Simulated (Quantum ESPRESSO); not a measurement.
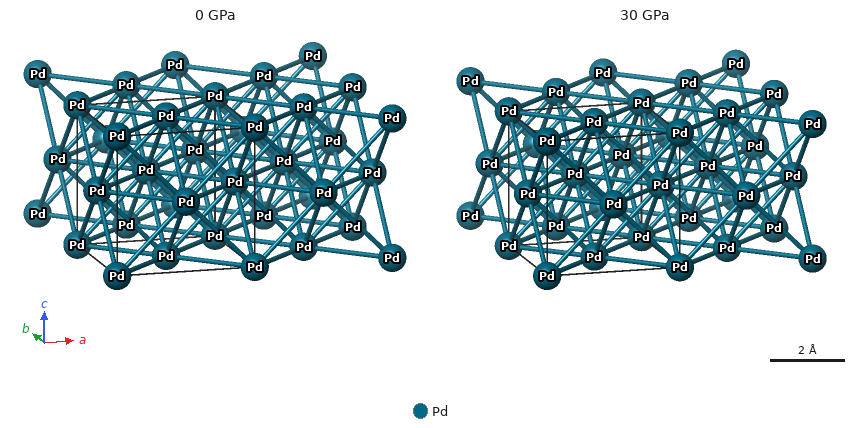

Solid Pd (set up in Fm-3m), relaxed (cell and atoms) at several target pressures. The picture shows the first and the last member. The picture is a ball-and-stick view of the conventional cell (4 times the calculation's cell), repeated 2 × 2 × 1 with one cell outlined, seen slightly off an axis. Lengths and directions refer to the drawn axes.

Computed with Quantum ESPRESSO 7.5: PBEsol, GBRV 1.5 PBEsol. (plane-wave cutoff 707.5 eV; k-point mesh 12 × 12 × 12; occupations fermi-dirac; smearing width 0.05 eV; no spin polarisation)

```tsv
pressure (GPa)	volume (Å³/atom)	a (Å)
0	14.592	3.879
2	14.455	3.867
5	14.264	3.850
10	?	?
20	13.496	3.779
30	13.097	3.742
```

### Estimate the missing row from the others, and compare with the calculation.

Murnaghan's form V = V₀(1 + B′P/B₀)^(−1/B′), with V₀ = 14.592 Å³ from the row at zero pressure, fits the other rows with B₀ = 208 GPa and B′ = 5.10 (largest miss 0.002 Å³). At 10 GPa it gives 14.592 × (1 + 5.10 × 10/208)^(−1/5.10) = 13.978 Å³ per atom. The calculation gives 13.979 Å³/atom (a = 3.824 Å). The estimate is 0.001 Å³/atom too low. From the first member to the last: Pd–Pd 2.743 → 2.646 Å.

The whole series:

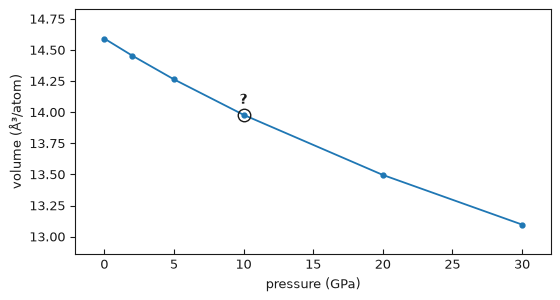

Each member starts from this one structure; whether another phase lies lower wasn't checked.
